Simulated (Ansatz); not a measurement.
MgO: band-structure calculation

MgO (I4/mmm, 2 atoms in the cell), computed with DFT, PBE, plane waves, PAW, no spin polarisation (Ansatz 0.2.0).

The structure was built on a prototype by a generator. The geometry comes from this level: r2SCAN (a point of a series of strains). It belongs to a series of runs on one base structure; here: biaxial_xy strain -5.9%. Figures and captions count atoms from 1; the log counts them from 0 in places.

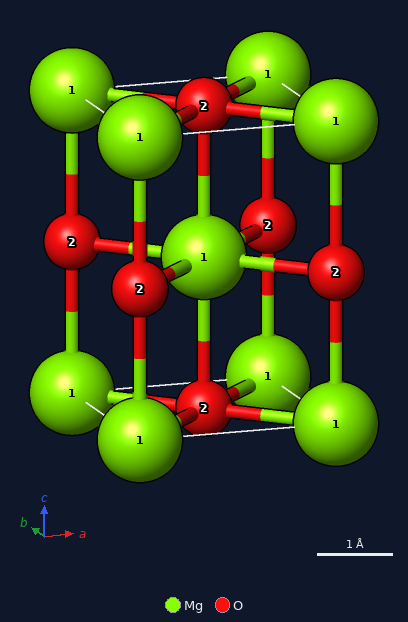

*The structure as given in the input (ball-and-stick view of the cell 2 times as large as that of the calculation, set on its symmetry axes, seen slightly off an axis; atoms are numbered from 1 in the order of the input).*

Near neighbours in the crystal (not all of them lie inside the picture): Mg has 6 O at 1.98 to 2.10 Å; O has 6 Mg at 1.98 to 2.10 Å.

Input:
```yaml
crystal:
  lattice:
    - [0.0, 1.9789804062, 2.1021674168]
    - [1.9789804062, 0.0, 2.1021674168]
    - [1.9789804062, 1.9789804062, 0.0]
  atoms:
    - { symbol: Mg, position: [0.0, 0.0, 0.0] }
    - { symbol: O, position: [0.5, 0.5, 0.5] }
kpoints:
  mp_grid: { grid: [10, 10, 10] }
  band_path:
    path:
      - [0.0, 0.0, 0.0]
      - [0.5, 0.0, 0.5]
      - [0.625, 0.25, 0.625]
      - [0.375, 0.375, 0.75]
      - [0.5, 0.5, 0.5]
      - [0.5, 0.25, 0.75]
    npoints: 1
hamiltonian:
  xc: pbe
scf:
  occupations: { method: fermi_dirac, width: 0.02 }
  n_extra_bands: 4
output:
  forces: true
  stress: true
  eigenvalues: true
  write_density: true
  write_potential: true
  elf: true
  volumetric_format: npy
```

Run on 4 threads of an Arm (aarch64) CPU, shared host.

Command:
```bash
ansatz run input.yaml --threads 4 --pin off --max-ram 3686MiB --backend cpu --events-out ev --progress --plain --runs-dir out
```

Log:
```
scf.n_extra_bands = 4 over 8 filled bands (N_el = 16.0): the run solves 12 bands
Engine: ansatz 0.2.0, aarch64-unknown-linux-gnu
Pseudopotentials: kind: paw
Pseudopotential: Mg, paw, valence charge 10, recommended cutoff 420 eV (normal), Mg.paw.azcp
Pseudopotential: O, paw, valence charge 6, recommended cutoff 420 eV (normal), O.paw.azcp
Functional definition: PBE
  parameter kappa = 0.804
  parameter beta = 0.06672455060314922
  exchange = pbe_x(kappa = kappa, mu = beta*pi^2/3)
  correlation = pbe_c(beta = beta)
Crystal: 2 atoms, lattice volume = 16.466 Å³
Basis set: ecut = 420 eV, 331 PW (Γ), exchange–correlation on 40×40×40 points (8 copies of the dense FFT grid, shifted against one another)
Bands: 12, of which v1, the nominal top of the filled ones, is band 8 counted from 1 (7 counted from 0)
Symmetry: 16 space group operations
Space group: I4/mmm (ITA 139), of the structure as read, at distance tolerance 2.5e-5 Å
k-points: 102 of 1000
Non-local potential: Mg, projectors of the file, l = 0: 3, l = 1: 2, l = 2: 1
Non-local potential: O, projectors of the file, l = 0: 2, l = 1: 2, l = 2: 1
PAW form: soft (Blöchl's): semilocal exchange-correlation on the pseudo side does not see the compensation charge
PAW one-centre angular grid: Mg, 110 points (default); XC on 64 Gauss nodes
PAW one-centre angular grid: O, 110 points (default); XC on 64 Gauss nodes
Initial density: superposition of atomic densities (neutral atoms: chi_scale 0, normalization atom), corrected by the library's trained network
Initial wavefunctions: pseudopotential atomic-orbital guess
Functional: x = pbe(κ = 0.804, μ = 0.2195149727645171), c = pbe(β = 0.06672455060314922)
SCF iter   1: F=—  HF=-2493.848009 eV  |F-HF|=—  |Δ(HF+E_count)|=         —  Δρ=1.82e-3  dr2=4.14e-4  ethr=1.77e-3  ⟨swp⟩=6.0  Hψ=7260  notcnv=0
preconditioner: auto → none  [insulator: Δε(μ)=5.957 eV  Ē_g=20.043 eV  σ=0.020 eV  W_gap=1.00  n_scr=8 (ndim 8)  ℏωp=25.9 eV  f_vac=0.000  D(μ)=0.00/eV (n_scr^D=0)  ε∞_Penn≈2.7]
SCF iter   2: F=—  HF=-2493.848572 eV  |F-HF|=—  |Δ(HF+E_count)|=   5.63e-4  Δρ=7.71e-4  dr2=3.21e-5  ethr=2.59e-6  ⟨swp⟩=3.3  Hψ=3355  notcnv=0
SCF iter   3: F=—  HF=-2493.848603 eV  |F-HF|=—  |Δ(HF+E_count)|=   3.08e-5  Δρ=3.22e-4  dr2=5.00e-6  ethr=2.00e-7  ⟨swp⟩=2.2  Hψ=1583  notcnv=0
SCF iter   4: F=—  HF=-2493.848619 eV  |F-HF|=—  |Δ(HF+E_count)|=   1.68e-5  Δρ=9.01e-5  dr2=6.07e-7  ethr=3.13e-8  ⟨swp⟩=2.0  Hψ=2040  notcnv=0
SCF iter   5: F=—  HF=-2493.848619 eV  |F-HF|=—  |Δ(HF+E_count)|=   1.51e-7  Δρ=4.42e-5  dr2=1.59e-7  ethr=3.79e-9  ⟨swp⟩=2.0  Hψ=1929  notcnv=0
SCF iter   6: F=-2493.848619 eV  HF=-2493.848619 eV  |F-HF|=8.96e-10  |Δ(HF+E_count)|=   9.95e-8  Δρ=3.63e-6  dr2=9.80e-10  ethr=6.25e-10  ⟨swp⟩=8.6  Hψ=7833  notcnv=0
SCF 1 converged in 6 iterations: F = -2493.848619 eV  dr2 = 9.80e-10
  greatest PAW one-centre occupation: 1.000 electrons in one spin orbital (limit 2), on the Mg atom at site 0 (counted from 0), in its partial waves of l = 0
```

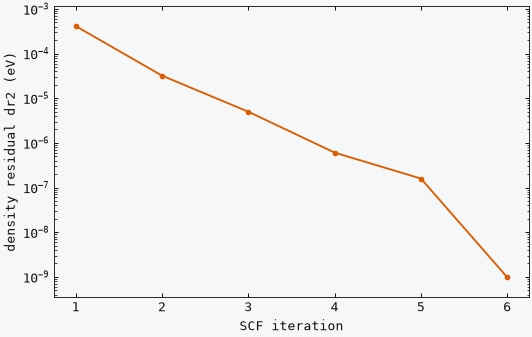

*Convergence of the self-consistent field: density residual dr2 against the SCF iteration.*

The residual falls at every step.

```
NSCF: frozen V_eff on 6 k-points
SCF converged after 6 iterations
Free energy (F): -2493.848619 eV
Harris-Foulkes:  -2493.848619 eV  (|F-HF|=8.96e-10)
Internal energy: -2493.848619 eV  (E = F + TS)
E sigma→0 (E₀):  -2493.848619 eV
Fermi energy:    12.843581 eV
--- Per-component energies (eV) ---
  E_band       = -264.697718
  E_kinetic    = 259.977743
  E_local      = -1524.967133  (includes V_loc(G=0)·N_el)
  E_nonlocal   = 143.159297
  E_hartree    = 527.564435
  E_xc         = -106.552507
  E_vxc        = -136.655007  (∫ρ·V_xc dr)
  E_paw        = -449.749171  (= ΣΔE_a)
  E_vpaw       = -61.344924  (= ΣTr[D̂ρ^β])
  E_aug_tail   = 0.002527  (compensation charges beyond the density's cutoff)
  E_ewald      = -1343.283810
  E_smearing   = -0.000000  (= −TS)
  E_closure    = -0.000000  (closes the sum)
  Σ components = -2493.848619   (vs F -2493.848619, Δ=0.00e0)
--- Forces (eV/Å), atoms counted from 1 ---
  atom   1  Mg    -0.00000000     0.00000000     0.00000000
  atom   2  O      0.00000000     0.00000000     0.00000000
  max |Σ_I F_I| component: 2.21e-29 eV/Å
--- Stress (GPa, compression-positive) ---
       41.147745       0.000000       0.000000
        0.000000      41.147745      -0.000000
        0.000000       0.000000      18.748541
  P = ⅓ Tr σ = 33.6813 GPa (336.813 kbar)
--- Band table (eV; the first three rows and the last of 102) ---
  k-point 0: bands = ["-62.0604", "-28.7818", "-28.7502", "-28.7502", "-8.1411", "9.7787", "9.7787", "9.8574", "15.8285", "25.9264", "26.6308", "26.6308"]
  k-point 1: bands = ["-62.0589", "-28.7878", "-28.7604", "-28.7508", "-8.0044", "9.1259", "9.7075", "9.7370", "16.4410", "25.0679", "26.4380", "26.9266"]
  k-point 2: bands = ["-62.0548", "-28.8150", "-28.7753", "-28.7524", "-7.6267", "7.6830", "9.4906", "9.5260", "17.6094", "23.5968", "26.9525", "27.6510"]
  k-point 101: bands = ["-62.0419", "-28.8965", "-28.7883", "-28.7883", "-6.3613", "5.0544", "8.4934", "8.4934", "19.5512", "21.4170", "23.7741", "31.2972"]
```

File bands.tsv:
```
# k_distance	band_0	band_1	band_2	band_3	band_4	band_5	band_6	band_7	band_8	band_9	band_10	band_11
# fermi_ev = 12.843581
# lock_threshold_ev = 1e-6
# [0, 0, 0] at k_distance = 0.000000
# [0.5, 0, 0.5] at k_distance = 1.587480
# [0.625, 0.25, 0.625] at k_distance = 2.132543
# [0.375, 0.375, 0.75] at k_distance = 3.095412
# [0.5, 0.5, 0.5] at k_distance = 4.029949
# [0.5, 0.25, 0.75] at k_distance = 5.120074
# levels_relative_to = fermi_ev
# free_energy_ev = -2493.848619
# largest_residual_norms_ev = 1.890e-4 2.576e-4 2.607e-4 2.871e-4 1.502e-3 3.861e-4 6.265e-4 9.640e-4 6.576e-4 7.806e-4 9.397e-4 9.659e-4
0.000000	-74.904001	-41.625361	-41.593790	-41.593790	-20.984675	-3.064917	-3.064917	-2.986190	2.984947	13.082814	13.787185	13.787185
1.587480	-74.880662	-41.717835	-41.666029	-41.655865	-18.997167	-7.513667	-4.834688	-4.461622	6.058184	8.350402	11.734204	17.080415
2.132543	-74.881751	-41.696549	-41.689282	-41.648077	-18.979846	-6.895659	-6.105926	-4.430200	7.490552	10.208299	10.911400	16.401715
3.095412	-74.884673	-41.718862	-41.674727	-41.619939	-19.077640	-7.103182	-6.071959	-4.187223	8.101342	10.230235	10.484517	17.293602
4.029949	-74.887641	-41.750575	-41.635395	-41.600062	-19.289211	-8.219646	-3.936197	-3.760866	5.677018	11.009858	14.033572	15.427669
5.120074	-74.883064	-41.702807	-41.674637	-41.649169	-18.984164	-6.461062	-6.239412	-5.142299	9.182165	9.931799	10.799512	14.687818
```

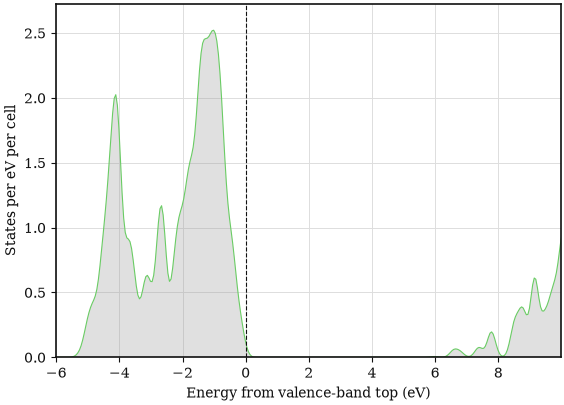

*Density of states (the curve is built from the levels of the k mesh with Gaussians 0.3 eV wide, which also blur the band edges), with energies from the valence-band top.*

There is a gap of 5.97 eV on the k-point mesh. Small ripples come from the finite k-point mesh.

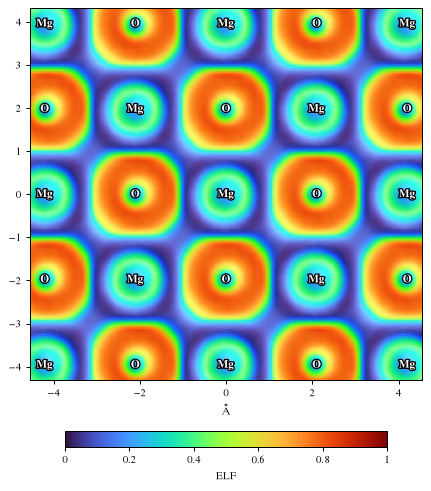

*ELF on the (110) plane of the conventional cell.*

Atoms in the plane: Mg and O. Mg–O (1.98 Å): the ELF is about 0.30 at the midpoint. Mg–O (2.10 Å): the ELF is about 0.30 at the midpoint (a largely ionic contact). The fields are those of the smooth PAW valence density.

Key numbers:

| quantity | value |
| --- | --- |
| outcome | converged |
| space group (tolerance 0.01 Å) | I4/mmm (139) |
| electrons treated | 16 |
| free energy | −2493.8486 eV |
| Fermi energy | 12.844 eV |
| gap on the k-point mesh | 5.97 eV |
| pressure | 33.68 GPa |
| largest force (length of the vector) | under 0.001 eV/Å |
| wall time | 0.71 s (CPU time 2.2 s) |
| peak memory | 0.27 GiB |
